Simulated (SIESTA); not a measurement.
**Energy of HfO$_{2}$ along an even scaling of the cell**

System: HfO$_{2}$ (Fm-3m, 3 atoms in the cell).
Method: Kohn-Sham DFT of a periodic cell, PBE, PseudoDojo 0.4 standard, converted to PSML, no spin polarisation (SIESTA 5.4.2).

The 7 runs differ only in the geometry, by an even scaling of the cell at fixed fractional positions. The structure derives from an entry of the Crystallography Open Database.

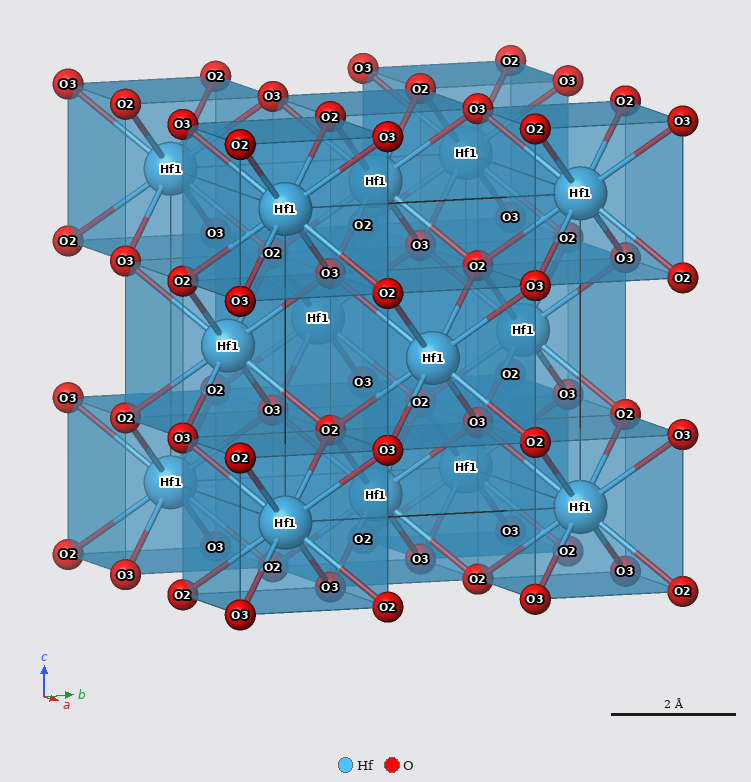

Figure 1. The structure of run 4 (polyhedral view of the cell 4 times as large as that of the calculation, set on its symmetry axes, seen slightly off an axis; polyhedra are completed across the faces of the cell; atoms are numbered from 1 in the order of the input). An atom can appear more than once, as a periodic image.

**Input file of run 4**
```
SystemName                      HfO2
SystemLabel                     HfO2
NumberOfSpecies                 2
NumberOfAtoms                   3
%block ChemicalSpeciesLabel
  1  72 Hf
  2   8 O
%endblock ChemicalSpeciesLabel
%include structure.fdf

%block kgrid.MonkhorstPack
    9   0   0  0.0
    0   9   0  0.0
    0   0   9  0.0
%endblock kgrid.MonkhorstPack
XC.Functional                   GGA
XC.Authors                      PBE
PAO.BasisSize                   DZP
PAO.EnergyShift                 0.003 Ry
Mesh.Cutoff                     800 Ry
OccupationFunction              FD
ElectronicTemperature           0.05 eV
MaxSCFIterations                120
SCF.MustConverge                false
SCF.Mixer.Method                Pulay
SCF.Mixer.Weight                0.25
SCF.Mixer.History               8
SCF.DM.Tolerance                5.0e-05
SCF.H.Tolerance                 1.0e-03 eV
WriteForces                     true
Charge.Mulliken                 end
%block PAO.Basis
  Hf 5
  n=5 0 2
    3.241 0.000
  n=6 0 2
    8.163 0.000
  n=5 1 2
    3.929 0.000
  n=6 1 1
    8.163
  n=5 2 2
    7.906 0.000
%endblock PAO.Basis
```

**File structure.fdf of run 4**
```
LatticeConstant                 1.0 Ang
%block LatticeVectors
     0.0000000000     2.5575000000     2.5575000000
     2.5575000000     0.0000000000     2.5575000000
     2.5575000000     2.5575000000     0.0000000000
%endblock LatticeVectors
AtomicCoordinatesFormat         Fractional
%block AtomicCoordinatesAndAtomicSpecies
     0.0000000000     0.0000000000     0.0000000000  1  Hf
     0.7500000000     0.7500000000     0.7500000000  2  O
     0.2500000000     0.2500000000     0.2500000000  2  O
%endblock AtomicCoordinatesAndAtomicSpecies
```

Command:
```bash
siesta < HfO2.fdf > HfO2.out 2>&1
```

Lattice vectors (Å) and fractional positions of run 4:
```
   0.000000    2.557500    2.557500
   2.557500    0.000000    2.557500
   2.557500    2.557500    0.000000
Hf  0.000000  0.000000  0.000000
O   0.750000  0.750000  0.750000
O   0.250000  0.250000  0.250000
```

Run 3 differs from it as follows:
```diff
-     0.0000000000     2.5575000000     2.5575000000
-     2.5575000000     0.0000000000     2.5575000000
-     2.5575000000     2.5575000000     0.0000000000
+     0.0000000000     2.5403350533     2.5403350533
+     2.5403350533     0.0000000000     2.5403350533
+     2.5403350533     2.5403350533     0.0000000000
```

**Results, with one run withheld**

```csv
run,volume per atom (Å³),"free energy per atom, from the lowest run given (meV)",pressure (GPa),gap on the mesh (eV)
1,10.483,34.93,17.16,3.84
2,10.706,15.37,11.03,3.79
3,10.929,?,?,?
4,11.152,0.00,0.16,3.70
5,11.375,2.93,−4.19,3.65
6,11.598,11.76,−8.42,3.60
7,11.821,26.19,−12.24,3.54
```

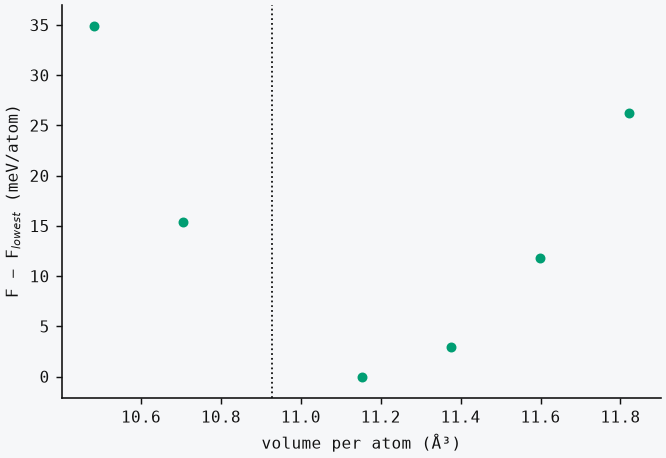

Figure 2. Free energy per atom of the runs given; the dotted line marks run 3.

Estimate the energy of run 3 from the others.

A cubic polynomial in V^(−2/3) (the Birch–Murnaghan form), fitted to the 6 runs given, misses them by at most 0.06 meV per atom. With x = V^(−2/3) − 0.20009 Å⁻², it reads F = 0.047123 − 68.808 x + 4.7046e+05 x² + 20913 x³ (meV per atom). At run 3 it gives 3.98 meV per atom, and the run itself gives 3.95. The slope of the fit gives a pressure −dF/dV of 5.40 GPa there, and the run prints 5.51 GPa. The two needn't agree exactly: the fit is approximate, and the printed stress is taken on a finite basis. The fit has its minimum at 11.167 Å³ per atom, where V d²F/dV² gives 240 GPa: the bulk modulus at this level, since symmetry fixes the shape and the positions. The gap on the mesh goes, without turning, from 3.84 eV in run 1 to 3.54 eV in run 7; run 3 has 3.75 eV. These are gaps of this functional on this mesh, which can miss the band edges; they aren't the measured gap.

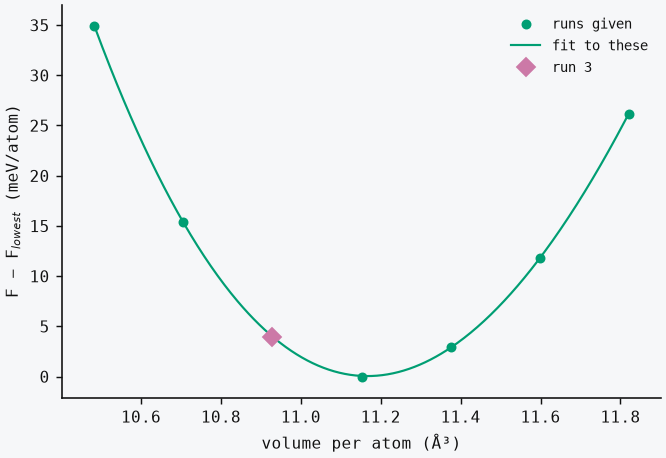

Figure 3. The fit and the withheld run.

**Some lines of the output (run 3)**
```
[...]
outcell: Cell volume (Ang**3)        :     32.7871
stepf: Fermi-Dirac step function
siesta: Etot    =     -2432.389678
siesta: FreeEng =     -2432.389678
        iscf     Eharris(eV)        E_KS(eV)     FreeEng(eV)     dDmax    Ef(eV) dHmax(eV)
siesta: E_KS(eV) =            -2440.0488
siesta: E_KS - E_eggbox =     -2440.0488
siesta: Etot    =     -2440.048843
siesta: FreeEng =     -2440.048843
siesta:         Fermi =      -3.940731
siesta: Cell volume =         32.787099 Ang**3
    Orbital volume contribution        =           2.128464 eV
```

Notes: Points of doubt noted for this run: mulliken charges of long orbitals. Spin–orbit coupling is left out, which matters for Hf. With a small basis of atomic orbitals these values can differ much from converged plane-wave results.
